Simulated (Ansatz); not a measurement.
## ZnSe: one change and its effect

System: ZnSe (F-43m, 2 atoms in the cell).
Method of run A: DFT, PBEsol, all-electron LAPW, no spin polarisation (Ansatz 0.2.0).

Text and figures count atoms from 1; the logs count them from 0 in places.

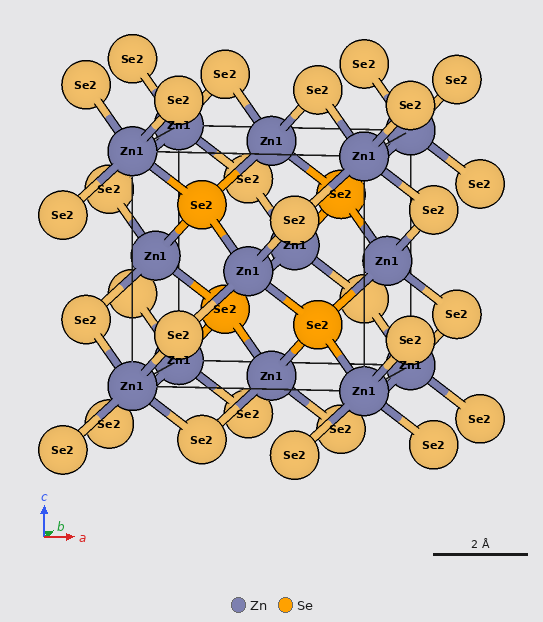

Fig. 1: The structure (ball-and-stick view of the cell 4 times as large as that of the calculation, set on its symmetry axes, seen slightly off an axis; neighbours outside the cell are drawn fainter; atoms are numbered from 1 in the order of the input). An atom can appear more than once, as a periodic image.

Input, run A:
```yaml
crystal:
  lattice:
    - [0.0, 2.5246619006, 2.5246619006]
    - [2.5246619006, 0.0, 2.5246619006]
    - [2.5246619006, 2.5246619006, 0.0]
  atoms:
    - { symbol: Zn, position: [0.0, 0.0, 0.0] }
    - { symbol: Se, position: [0.25, 0.25, 0.25] }
kpoints:
  mp_grid: { grid: [11, 11, 11] }
scf:
  occupations: { method: fermi_dirac, width: 0.08 }
  convergence: { dr2_threshold: 1.0e-11 }
hamiltonian:
  xc: pbesol
  pseudopotentials: { kind: all_electron, lapw: { basis_error: 0.001 } }
output:
  forces: true
  stress: true
  eigenvalues: true
  populations: true
```

Launched with:
```bash
ansatz run input.yaml --threads 1 --pin off --max-ram 2048MiB --backend cpu --events-out ev --progress --plain --runs-dir out
```

Hardware: 1 thread of Arm Neoverse V1, 112 GiB of memory available, shared host.

Output, shortened to warnings, some set-up lines, iterations and results (run A):
```
Basis set: ecut = 414.9330638483136 eV, 609 PW (Γ), exchange–correlation at level 2
Symmetry: 24 space group operations
k-points: 56 of 1331 (time reversal used)
Initial density: superposition of atomic densities (chi_scale 0.1, normalization cell, long waves kept (reshape's long-wave potential 0.00 eV rms))
[...]
SCF iter   1: F=—  HF=-114916.148593 eV  |F-HF|=—  |Δ(HF+E_count)|=         —  Δρ=4.11e-2  dr2=6.60e-1  ethr=1.50e-3  ⟨swp⟩=2.0  Hψ=9474  notcnv=0
SCF iter   2: F=—  HF=-114915.938256 eV  |F-HF|=—  |Δ(HF+E_count)|=   2.10e-1  Δρ=1.39e-2  dr2=6.42e-2  ethr=1.46e-4  ⟨swp⟩=2.0  Hψ=7563  notcnv=0
SCF iter   3: F=—  HF=-114915.775433 eV  |F-HF|=—  |Δ(HF+E_count)|=   1.63e-1  Δρ=9.67e-3  dr2=2.28e-2  ethr=1.46e-4  ⟨swp⟩=3.0  Hψ=4785  notcnv=0
SCF iter   4: F=—  HF=-114915.765480 eV  |F-HF|=—  |Δ(HF+E_count)|=         —  Δρ=3.12e-3  dr2=2.12e-3  ethr=5.19e-5  ⟨swp⟩=2.0  Hψ=4145  notcnv=0
SCF iter   5: F=—  HF=-114915.765108 eV  |F-HF|=—  |Δ(HF+E_count)|=   3.72e-4  Δρ=4.36e-4  dr2=2.74e-5  ethr=4.82e-6  ⟨swp⟩=2.0  Hψ=4144  notcnv=0
SCF iter   6: F=—  HF=-114915.765096 eV  |F-HF|=—  |Δ(HF+E_count)|=   1.14e-5  Δρ=8.57e-5  dr2=1.22e-6  ethr=6.23e-8  ⟨swp⟩=2.0  Hψ=4144  notcnv=0
SCF iter   7: F=—  HF=-114915.765098 eV  |F-HF|=—  |Δ(HF+E_count)|=   1.42e-6  Δρ=7.53e-6  dr2=1.02e-8  ethr=2.77e-9  ⟨swp⟩=3.0  Hψ=4325  notcnv=0
SCF iter   8: F=—  HF=-114915.765098 eV  |F-HF|=—  |Δ(HF+E_count)|=   6.56e-9  Δρ=1.04e-6  dr2=2.64e-10  ethr=2.32e-11  ⟨swp⟩=3.0  Hψ=4433  notcnv=0
SCF iter   9: F=-114915.765098 eV  HF=-114915.765098 eV  |F-HF|=2.91e-11  |Δ(HF+E_count)|=  2.04e-10  Δρ=1.16e-7  dr2=2.38e-12  ethr=3.27e-12 (applied; sched 1.00e-12)  …
SCF 1 converged in 9 iterations: F = -114915.765098 eV  dr2 = 2.38e-12
SCF converged after 9 iterations
Free energy (F): -114915.765098 eV
Harris-Foulkes:  -114915.765098 eV  (|F-HF|=2.91e-11)
Internal energy: -114915.765098 eV  (E = F + TS)
E sigma→0 (E₀):  -114915.765098 eV
Entropy (-TS):   -0.000000 eV (-0.000 meV/atom)
Fermi energy:    15.170140 eV
--- Per-component energies (eV) ---
  E_band       = -2023.277127
  E_kinetic    = 117395.508407
  E_xc         = -4267.314474
  E_electrostatic = -228043.959031  (all electrons and nuclei)
  E_smearing   = -0.000000  (= −TS)
  E_closure    = 0.000000  (closes the sum)
  E_atoms      = -114910.299036  (free atoms, spherical and without spin; not in F)
  Σ components = -114915.765098   (vs F -114915.765098, Δ=0.00e0)
  Basis errors (estimates in eV, not in F): energy 4.4e-4 per atom: plane waves 4.0e-4 (2.3e-4 summed), levels above the bands 3.2e-54, relativity 2.4e-8, radial functions 4.5e-5, core shells 7.2e-10; eigenvalues (radial functions only) 1.1e-6; not estimated: angular momenta, meshes, grids; target …
--- Forces (eV/Å), atoms counted from 1 ---
  atom   1  Zn    -0.00000000     0.00000000     0.00000000
  atom   2  Se     0.00000000    -0.00000000    -0.00000000
  max |Σ_I F_I| component: 1.62e-17 eV/Å
--- Stress (GPa, compression-positive) ---
       45.093566      -0.000000      -0.000000
       -0.000000      45.093566       0.000000
       -0.000000       0.000000      45.093566
  P = ⅓ Tr σ = 45.0936 GPa (450.936 kbar)
--- Löwdin populations: 2 sites ---
  site symbol       q [e]
     0     Zn     28.6814
     1     Se     35.0529
  spilling = 0.004150 (of n_electrons = 64.000000)
```

The input of run B differs as follows (lines with − go, lines with + come):
```diff
-  convergence: { dr2_threshold: 1.0e-11 }
```

How does run B compare with run A?

Both reach the same energy, so the change doesn't alter the result. The SCF takes 7 iterations against 9.

Output, shortened to warnings, some set-up lines, iterations and results (run B):
```
Basis set: ecut = 414.9330638483136 eV, 609 PW (Γ), exchange–correlation at level 2
Symmetry: 24 space group operations
k-points: 56 of 1331 (time reversal used)
Initial density: superposition of atomic densities (chi_scale 0.1, normalization cell, long waves kept (reshape's long-wave potential 0.00 eV rms))
[...]
SCF iter   1: F=—  HF=-114916.148593 eV  |F-HF|=—  |Δ(HF+E_count)|=         —  Δρ=4.11e-2  dr2=6.60e-1  ethr=1.50e-3  ⟨swp⟩=2.0  Hψ=9474  notcnv=0
SCF iter   2: F=—  HF=-114915.938256 eV  |F-HF|=—  |Δ(HF+E_count)|=   2.10e-1  Δρ=1.39e-2  dr2=6.42e-2  ethr=1.46e-4  ⟨swp⟩=2.0  Hψ=7563  notcnv=0
SCF iter   3: F=—  HF=-114915.775433 eV  |F-HF|=—  |Δ(HF+E_count)|=   1.63e-1  Δρ=9.67e-3  dr2=2.28e-2  ethr=1.46e-4  ⟨swp⟩=3.0  Hψ=4785  notcnv=0
SCF iter   4: F=—  HF=-114915.765480 eV  |F-HF|=—  |Δ(HF+E_count)|=         —  Δρ=3.12e-3  dr2=2.12e-3  ethr=5.19e-5  ⟨swp⟩=2.0  Hψ=4145  notcnv=0
SCF iter   5: F=—  HF=-114915.765108 eV  |F-HF|=—  |Δ(HF+E_count)|=   3.72e-4  Δρ=4.36e-4  dr2=2.74e-5  ethr=4.82e-6  ⟨swp⟩=2.0  Hψ=4144  notcnv=0
SCF iter   6: F=—  HF=-114915.765096 eV  |F-HF|=—  |Δ(HF+E_count)|=   1.14e-5  Δρ=8.57e-5  dr2=1.22e-6  ethr=6.23e-8  ⟨swp⟩=2.0  Hψ=4144  notcnv=0
SCF iter   7: F=-114915.765098 eV  HF=-114915.765098 eV  |F-HF|=8.37e-9  |Δ(HF+E_count)|=   1.42e-6  Δρ=7.53e-6  dr2=1.02e-8  ethr=2.77e-9  ⟨swp⟩=3.0  Hψ=4325  notcnv=0
SCF 1 converged in 7 iterations: F = -114915.765098 eV  dr2 = 1.02e-8
SCF converged after 7 iterations
Free energy (F): -114915.765098 eV
Harris-Foulkes:  -114915.765098 eV  (|F-HF|=8.37e-9)
Internal energy: -114915.765097 eV  (E = F + TS)
E sigma→0 (E₀):  -114915.765098 eV
Entropy (-TS):   -0.000000 eV (-0.000 meV/atom)
Fermi energy:    15.170126 eV
--- Per-component energies (eV) ---
  E_band       = -2023.272951
  E_kinetic    = 117395.491004
  E_xc         = -4267.313124
  E_electrostatic = -228043.942977  (all electrons and nuclei)
  E_smearing   = -0.000000  (= −TS)
  E_closure    = 0.000000  (closes the sum)
  E_atoms      = -114910.299036  (free atoms, spherical and without spin; not in F)
  Σ components = -114915.765098   (vs F -114915.765098, Δ=0.00e0)
  Basis errors (estimates in eV, not in F): energy 4.4e-4 per atom: plane waves 4.0e-4 (2.3e-4 summed), levels above the bands 3.2e-54, relativity 2.4e-8, radial functions 4.5e-5, core shells 7.2e-10; eigenvalues (radial functions only) 1.1e-6; not estimated: angular momenta, meshes, grids; target …
--- Forces (eV/Å), atoms counted from 1 ---
  atom   1  Zn    -0.00000000     0.00000000     0.00000000
  atom   2  Se     0.00000000    -0.00000000    -0.00000000
  max |Σ_I F_I| component: 1.39e-17 eV/Å
--- Stress (GPa, compression-positive) ---
       45.093493      -0.000000      -0.000000
       -0.000000      45.093493       0.000000
       -0.000000       0.000000      45.093493
  P = ⅓ Tr σ = 45.0935 GPa (450.935 kbar)
--- Löwdin populations: 2 sites ---
  site symbol       q [e]
     0     Zn     28.6814
     1     Se     35.0530
  spilling = 0.004150 (of n_electrons = 64.000000)
```

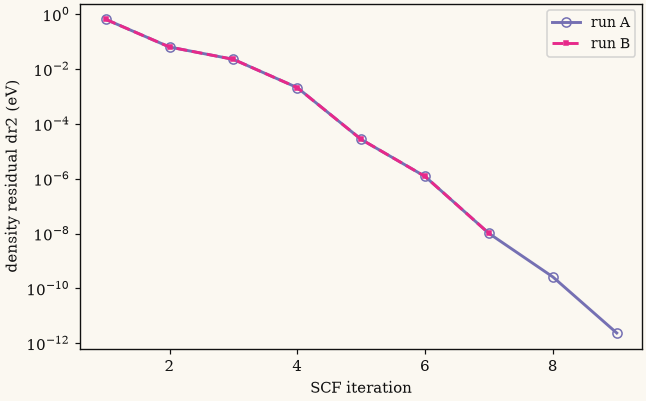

Fig. 2: Convergence of the two runs: density residual dr2 against the SCF iteration. Run A takes 9 iterations in all, and run B takes 7.

The two runs side by side:

| quantity | run A | run B |
| --- | --- | --- |
| outcome | converged | converged |
| free energy per atom (eV) | −57457.8825 | −57457.8825 |
| pressure (GPa) | 45.09 | 45.09 |
| largest force (eV/Å) | 0.000 | 0.000 |
| SCF iterations | 9 | 7 |
| irreducible k-points | 56 | 56 |
| plane waves at Γ | 609 | 609 |
| wall time (shared host) | 45 s | 38 s |

For both runs: The cell is under a pressure of 45 GPa at this level, so it is not at its equilibrium volume.
